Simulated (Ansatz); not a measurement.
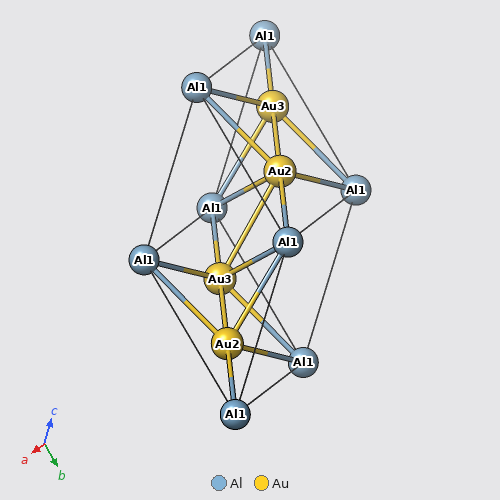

Two computed energy maps of cells of AlAu₂. The picture above is the structure of the first map.

Map 1

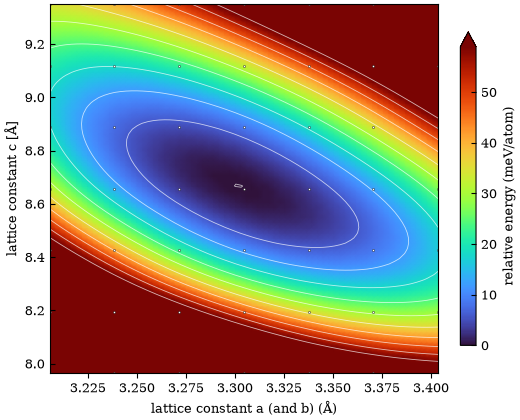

AlAu2 (I4/mmm, No. 139; 3 atoms in the cell). 
- The energy is mapped over the lattice constants a and c of the conventional cell.
- The first coordinate is: lattice constant a (and b); the second: lattice constant c.
- Nothing is relaxed (fractional coordinates fixed).
- The grid has 7 × 7 points.
- Points are written as (first, second).
- Energies are in meV/atom, from the lowest grid point.
- This map comes from DFT LDA, scalar-relativistic, plane waves, PAW in Ansatz. Settings: cutoff 420 eV, k-mesh 16×16×16, gaussian smearing 0.15 eV, no spin polarisation.

The picture shows a smooth colour map with a few white contour lines, dots at the grid points, one colour for all values above the top of the scale. Between grid points the surface is interpolated.

Map 2

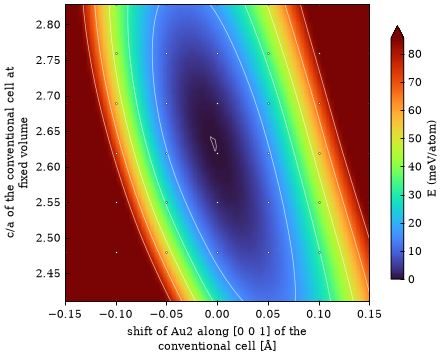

AlAu₂ (I4/mmm, No. 139; 3 atoms in the cell). The energy is mapped over a free internal coordinate and the cell. Coordinates scanned: (1) shift of Au2 along [0 0 1] of the conventional cell, Cartesian (0 0 1), its symmetry partners moved as symmetry demands (measured in the relaxed cell); (2) c/a of the conventional cell at fixed volume. Nothing is relaxed (all other coordinates fixed). Grid: 7 × 7 points. Points are written as (first, second). Energies are in meV/atom, from the lowest grid point. Level of theory: Ansatz, DFT LDA, scalar-relativistic, plane waves, PAW. Settings: cutoff 420 eV, k-mesh 16×16×16, gaussian smearing 0.15 eV, no spin polarisation.

The picture shows a smooth colour map with a few white contour lines, dots at the grid points, one colour for all values above the top of the scale. Between grid points the surface is interpolated.

### What does each map show?

Map 1: The lowest grid point is at (3.305 Å, 8.657 Å). No other kind of well shows on this grid. The highest grid point, (3.205 Å, 7.965 Å), lies 238 meV/atom above the lowest. Round the minimum the valley is strongly tilted: raising lattice constant a (and b) shifts the best value of lattice constant c downwards (coupling k₁₂/√(k₁₁k₂₂) about 0.7).
Map 2: The lowest grid point is at (0.00 Å, 2.62). No other kind of well shows on this grid. The highest grid point, (−0.15 Å, 2.41), lies 394 meV/atom above the lowest.

### Maps 1, 2 start from a relaxed reference structure. Do they show a way to lower its energy?

No. In each of them the reference is the lowest point, within the accuracy of the grid, so it is stable against the distortions scanned (other distortions weren't tried).
